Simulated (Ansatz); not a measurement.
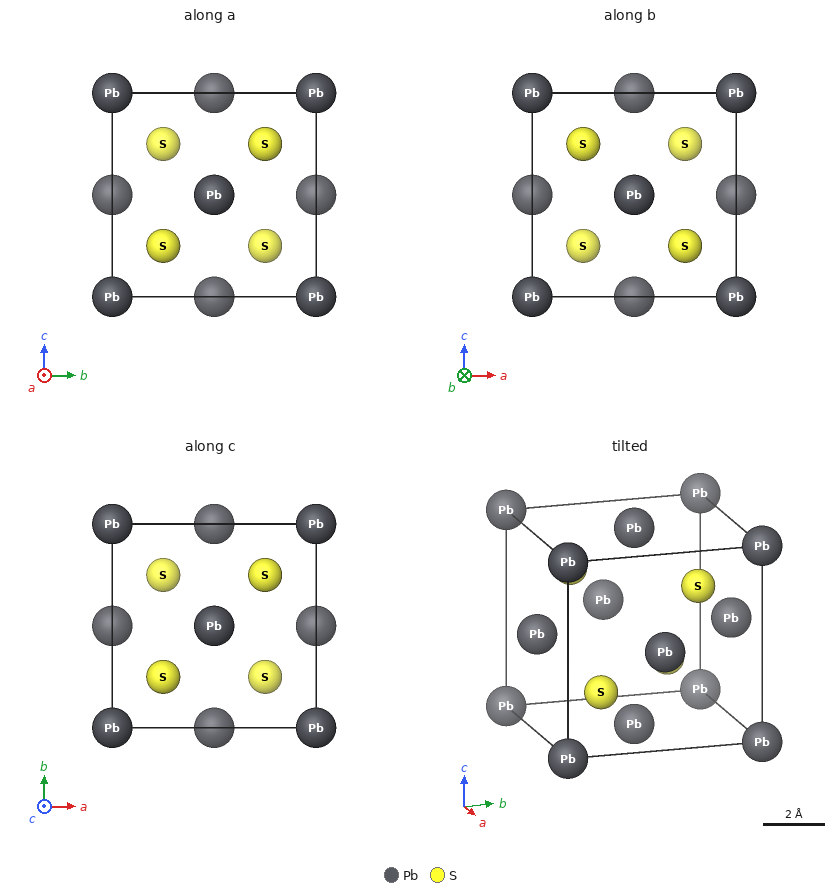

View along the a axis, along the b axis, along the c axis and slightly off an axis, drawn as a spheres-only model. The parallelepiped is the conventional unit cell.

Lattice parameters: a = 6.753 Å, b = 6.753 Å, c = 6.753 Å, α = 90.00°, β = 90.00°, γ = 90.00°. Put a along x and b in the xy plane.

**Express the structure as a POSCAR file.**

```
Pb S
1.0
     6.753    0.000    0.000
     0.000    6.753    0.000
     0.000    0.000    6.753
Pb S
4 4
Direct
  0.0000 0.0000 0.0000
  0.0000 0.5000 0.5000
  0.5000 0.0000 0.5000
  0.5000 0.5000 0.0000
  0.2500 0.2500 0.7500
  0.2500 0.7500 0.2500
  0.7500 0.2500 0.2500
  0.7500 0.7500 0.7500
```

The structure was taken from a structure type filled with these elements by a generator (whether the compound takes this form wasn't checked). The cell was then strained or its atoms displaced on purpose. It went into a calculation with Ansatz.
